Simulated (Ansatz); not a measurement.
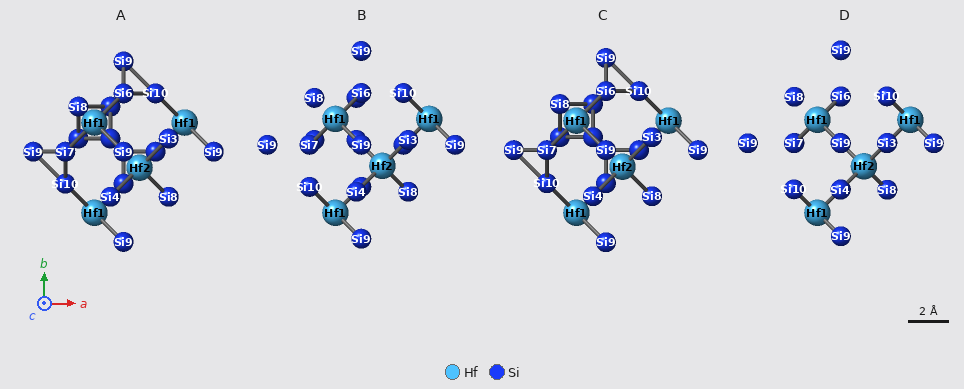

4 geometries from one relaxation of crystalline HfSi4 (a generated structure, set up in Fd-3m) (coarse preliminary run), in shuffled order. The picture is a ball-and-stick view of the atoms within 5.0 Å of the atom that moves most (axes of the conventional cell (4 times the calculation's cell)), seen along the c axis. Lengths and directions refer to the drawn axes.

Computed with Ansatz 0.2.0, DFT PBE, scalar-relativistic, plane waves, PAW. Settings: plane-wave cutoff 420 eV; k-point mesh 4 × 4 × 4; occupations gaussian; smearing width 0.1 eV; no spin polarisation; cell and atoms relaxed; force threshold 0.04 eV/Å; at most 70 steps.

Put them in the order of the run, from the start to the converged end.

D, B, A, C. They are steps 0, 1, 3, 6, at +2190 meV per atom, +970 meV per atom, +31.8 meV per atom relative to the last. Over 5 accepted moves (6 points after the start) the energy falls by 2190 meV per atom. The largest force component goes from 5.6 to 0.0014 eV/Å. Pressure: 24.70 GPa at the start and −0.20 GPa at the end. The SCF was repeated once at an unchanged geometry on a basis and grid sized afresh for the cell, which shifted the energy by 0.1 meV per atom at most. The largest moves relative to the cell, 0.55 Å, are those of Si atoms. Hf stays in place. The volume changes by −2.6 %, with a = b = c 9.502 → 9.418 Å (−0.9 %). Among the contacts that change: Si–Si 3.329 → 2.394 Å, Hf–Si 2.076 → 2.612 Å. New bonds form: Si–Si (3.33 → 2.39 Å). The space group stays Fd-3m (No. 227). Cost: 110 s on 1 thread of Intel(R) Xeon(R) Processor @ 2.50GHz (Skylake/Cascade Lake), with other jobs on the host, peak memory 0.51 GiB.
